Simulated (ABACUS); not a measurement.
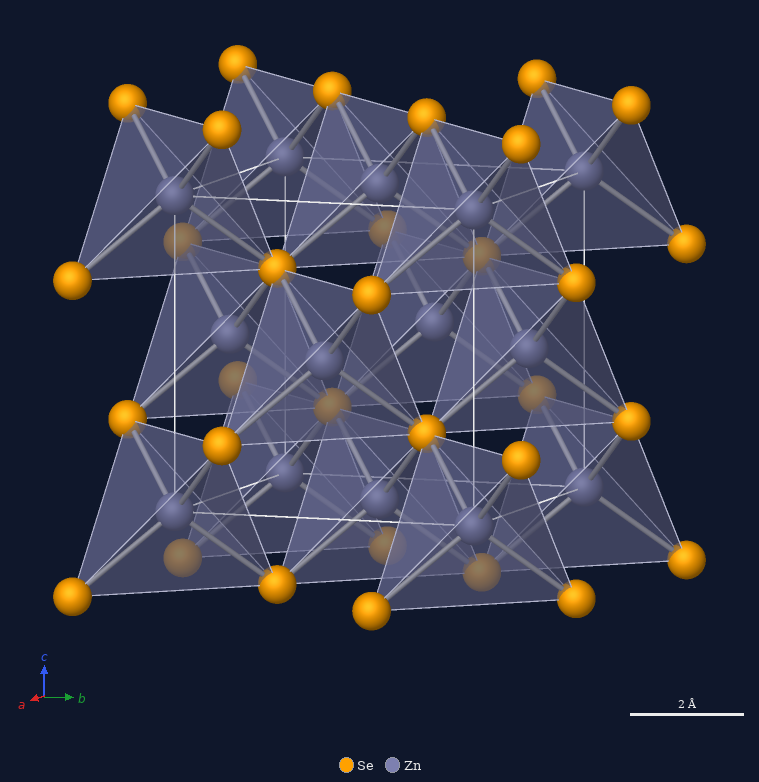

Figure 1. The structure (polyhedral view of the cell 4 times as large as that of the calculation, set on its symmetry axes, seen slightly off an axis; polyhedra are completed across the faces of the cell).

ZnSe: band-structure run (part 1 of 2)

System: ZnSe (F-43m, 2 atoms in the cell).
Method: Kohn-Sham DFT of a periodic cell, TPSS, SG15 ONCV 1.2 PBE, no spin polarisation (ABACUS 3.10.1).

The structure derives from an entry of the Crystallography Open Database. It belongs to a series of runs on one base structure; here: bands on the converged density.

### The input
```
INPUT_PARAMETERS
suffix              ZnSe
calculation         nscf
basis_type          pw
pseudo_dir          ./
symmetry            -1
dft_functional      MGGA_X_TPSS+MGGA_C_TPSS
ecutwfc             101.0
pseudo_rcut         10
nspin               1
nbands              23
ks_solver           dav
smearing_method     fd
smearing_sigma      0.00367493
scf_thr             1e-08
scf_nmax            100
mixing_type         broyden
mixing_beta         0.7
mixing_tau          1
init_chg            file
pw_diag_thr         1e-07
out_band            1
kpar                4
```

### File STRU
```
ATOMIC_SPECIES
Se 78.9710 Se_ONCV_PBE-1.2.upf
Zn 65.3800 Zn_ONCV_PBE-1.2.upf

LATTICE_CONSTANT
1.8897261246

LATTICE_VECTORS
0.0000000000 2.8338000000 2.8338000000
2.8338000000 0.0000000000 2.8338000000
2.8338000000 2.8338000000 0.0000000000

ATOMIC_POSITIONS
Cartesian

Se
0.0
1
4.2507000000 4.2507000000 4.2507000000 1 1 1

Zn
0.0
1
0.0000000000 0.0000000000 0.0000000000 1 1 1
```

### File KPT
```
K_POINTS
12
Line
0.00000000 0.00000000 0.00000000 10 // G
0.50000000 0.00000000 0.50000000 10 // X
0.50000000 0.25000000 0.75000000 10 // W
0.37500000 0.37500000 0.75000000 10 // K
0.00000000 0.00000000 0.00000000 10 // G
0.50000000 0.50000000 0.50000000 10 // L
0.62500000 0.25000000 0.62500000 10 // U
0.50000000 0.25000000 0.75000000 10 // W
0.50000000 0.50000000 0.50000000 10 // L
0.37500000 0.37500000 0.75000000 1 // K
0.62500000 0.25000000 0.62500000 10 // U
0.50000000 0.00000000 0.50000000 1 // X
```

Run on 4 threads of Intel Xeon (Sapphire Rapids), 64 GiB of memory available, shared host.

Launched with:
```bash
OMP_NUM_THREADS=1 mpirun -np 4 abacus > log
```

### What the program printed
```
ABACUS v3.10.1

               Atomic-orbital Based Ab-initio Computation at UStc

 ------------------------------------------------------------------------------------

 READING GENERAL INFORMATION
                           global_out_dir = OUT.ZnSe/
                           global_in_card = INPUT
                               pseudo_dir = ./
                              orbital_dir =
                                    DSIZE = 4
                                    GSIZE = 1

 READING UNITCELL INFORMATION
                                    ntype = 2
                  lattice constant (Bohr) = 1.88973
              lattice constant (Angstrom) = 1

 READING ATOM TYPE 1
                               atom label = Se
                      L=0, number of zeta = 1
                      L=1, number of zeta = 1
                      L=2, number of zeta = 1
             number of atom for this type = 1

 READING ATOM TYPE 2
                               atom label = Zn
                      L=0, number of zeta = 1
                      L=1, number of zeta = 1
                      L=2, number of zeta = 1
             number of atom for this type = 1

                        TOTAL ATOM NUMBER = 2
CARTESIAN COORDINATES ( UNIT =       1.889726124600 Bohr ).
    atom                   x                   y                   z     mag                  vx                  vy                  vz
tauc_Se1            4.2507000000        4.2507000000        4.2507000000  0.0000        0.0000000000        0.0000000000        0.0000000000
tauc_Zn1            0.0000000000        0.0000000000        0.0000000000  0.0000        0.0000000000        0.0000000000        0.0000000000

                          Volume (Bohr^3) = 307.138
                             Volume (A^3) = 45.5132

 Lattice vectors: (Cartesian coordinate: in unit of a_0)
                   +0             +2.8338             +2.8338
              +2.8338                  +0             +2.8338
              +2.8338             +2.8338                  +0
 Reciprocal vectors: (Cartesian coordinate: in unit of 2 pi/a_0)
            -0.176442           +0.176442           +0.176442
            +0.176442           -0.176442           +0.176442
            +0.176442           +0.176442           -0.176442
 The esolver type has been set to : ksdft_pw

                PAO radial cut off (Bohr) = 10

 Read in pseudopotential file is Se_ONCV_PBE-1.2.upf
                     pseudopotential type = NC
          exchange-correlation functional = PBE
                 nonlocal core correction = 0
                        valence electrons = 6
                                     lmax = 2
                           number of zeta = 0
                     number of projectors = 6
                           L of projector = 0
                           L of projector = 0
                           L of projector = 1
                           L of projector = 1
                           L of projector = 2
                           L of projector = 2
 XC functional updated to : MGGA_X_TPSS+MGGA_C_TPSS
          exchange-correlation functional = MGGA_X_TPSS+MGGA_C_TPSS
                PAO radial cut off (Bohr) = 10

 Read in pseudopotential file is Zn_ONCV_PBE-1.2.upf
                     pseudopotential type = NC
          exchange-correlation functional = PBE
                 nonlocal core correction = 0
                        valence electrons = 20
                                     lmax = 2
                           number of zeta = 0
                     number of projectors = 6
                           L of projector = 0
                           L of projector = 0
                           L of projector = 1
                           L of projector = 1
                           L of projector = 2
                           L of projector = 2
 XC functional updated to : MGGA_X_TPSS+MGGA_C_TPSS
          exchange-correlation functional = MGGA_X_TPSS+MGGA_C_TPSS
     initial pseudo atomic orbital number = 0

 SETUP THE ELECTRONS NUMBER
            electron number of element Se = 6
      total electron number of element Se = 6
            electron number of element Zn = 20
      total electron number of element Zn = 20
            AUTOSET number of electrons:  = 26
                           occupied bands = 13
                                   NBANDS = 23
                                   NLOCAL = 18

%%%%%%%%%%%%%%%%%%%%%%%%%%%%%%%%%%%%%%%%%%%%%%%%%%%%%%%%%%%%%%%%%%%%%%%%%%%%%%%%%%%%%%%%%%%%%%%%%%%%%%%%%%
 Warning: the number of valence electrons in pseudopotential > 12 for Zn: [Ar] 3d10 4s2
 Pseudopotentials with additional electrons can yield (more) accurate outcomes, but may be less efficient.
 If you're confident that your chosen pseudopotential is appropriate, you can safely ignore this warning.
%%%%%%%%%%%%%%%%%%%%%%%%%%%%%%%%%%%%%%%%%%%%%%%%%%%%%%%%%%%%%%%%%%%%%%%%%%%%%%%%%%%%%%%%%%%%%%%%%%%%%%%%%%

 SETUP THE PLANE WAVE BASIS
 energy cutoff for charge/potential (unit:Ry) = 404
            fft grid for charge/potential = [ 50, 50, 50 ]
                        fft grid division = [ 1, 1, 1 ]
        big fft grid for charge/potential = [ 50, 50, 50 ]
                                     nbxx = 125000
                                     nrxx = 125000

 SETUP PLANE WAVES FOR CHARGE/POTENTIAL
                    number of plane waves = 42087
                         number of sticks = 1597

 PARALLEL PW FOR CHARGE/POTENTIAL
     PROC   COLUMNS(POT)             PW
        1           1597          42087
 --------------- sum -------------------
        1           1597          42087
                            number of |g| = 394
                                  max |g| = 36.4862
                                  min |g| = 0

----------- Double Check Mixing Parameters Begin ------------
mixing_type: broyden
mixing_beta: 0.7
mixing_gg0: 1
mixing_gg0_min: 0.1
mixing_ndim: 8
----------- Double Check Mixing Parameters End ------------

 SETUP K-POINTS
                                    nspin = 1
                                   nkstot = 102
K-POINTS DIRECT COORDINATES
 KPOINTS    DIRECT_X    DIRECT_Y    DIRECT_Z  WEIGHT
       1  0.00000000  0.00000000  0.00000000  1.0000
       2  0.05000000  0.00000000  0.05000000  1.0000
       3  0.10000000  0.00000000  0.10000000  1.0000
       4  0.15000000  0.00000000  0.15000000  1.0000
       5  0.20000000  0.00000000  0.20000000  1.0000
       6  0.25000000  0.00000000  0.25000000  1.0000
       7  0.30000000  0.00000000  0.30000000  1.0000
       8  0.35000000  0.00000000  0.35000000  1.0000
       9  0.40000000  0.00000000  0.40000000  1.0000
      10  0.45000000  0.00000000  0.45000000  1.0000
      11  0.50000000  0.00000000  0.50000000  1.0000
      12  0.50000000  0.02500000  0.52500000  1.0000
      13  0.50000000  0.05000000  0.55000000  1.0000
      14  0.50000000  0.07500000  0.57500000  1.0000
      15  0.50000000  0.10000000  0.60000000  1.0000
      16  0.50000000  0.12500000  0.62500000  1.0000
      17  0.50000000  0.15000000  0.65000000  1.0000
      18  0.50000000  0.17500000  0.67500000  1.0000
      19  0.50000000  0.20000000  0.70000000  1.0000
      20  0.50000000  0.22500000  0.72500000  1.0000
      21  0.50000000  0.25000000  0.75000000  1.0000
      22  0.48750000  0.26250000  0.75000000  1.0000
      23  0.47500000  0.27500000  0.75000000  1.0000
      24  0.46250000  0.28750000  0.75000000  1.0000
      25  0.45000000  0.30000000  0.75000000  1.0000
      26  0.43750000  0.31250000  0.75000000  1.0000
      27  0.42500000  0.32500000  0.75000000  1.0000
      28  0.41250000  0.33750000  0.75000000  1.0000
      29  0.40000000  0.35000000  0.75000000  1.0000
      30  0.38750000  0.36250000  0.75000000  1.0000
[... 72 further k points ...]

           k-point number in this process = 26
       minimum distributed K point number = 25

[... K-POINTS CARTESIAN COORDINATES: 26 rows ...]

[... K-POINTS DIRECT COORDINATES: 26 rows ...]

 SETUP PLANE WAVES FOR WAVE FUNCTIONS
     energy cutoff for wavefunc (unit:Ry) = 101
              fft grid for wave functions = [ 50, 50, 50 ]
                    number of plane waves = 6375
                         number of sticks = 451

 PARALLEL PW FOR WAVE FUNCTIONS
     PROC   COLUMNS(POT)             PW
        1            451           6375
 --------------- sum -------------------
        1            451           6375

 SETUP NONLOCAL PSEUDOPOTENTIALS IN PLANE WAVE BASIS
 Se non-local projectors:
 projector 1 L=0
 projector 2 L=0
 projector 3 L=1
 projector 4 L=1
 projector 5 L=2
 projector 6 L=2
 Zn non-local projectors:
 projector 1 L=0
 projector 2 L=0
 projector 3 L=1
 projector 4 L=1
 projector 5 L=2
 projector 6 L=2
      TOTAL NUMBER OF NONLOCAL PROJECTORS = 36

 Init Non-Local PseudoPotential table :
 Init Non-Local-Pseudopotential done.

                                     npwx = 5297

 -------------------------------------------
 NONSELF-CONSISTENT
 -------------------------------------------
                                 init_chg = file
 try to read charge from file
 Read in the charge density: OUT.ZnSe//ZnSe-CHARGE-DENSITY.restart
 try to read kinetic energy density from file
 Read in the kinetic energy density: OUT.ZnSe//ZnSe-TAU-DENSITY.restart
```
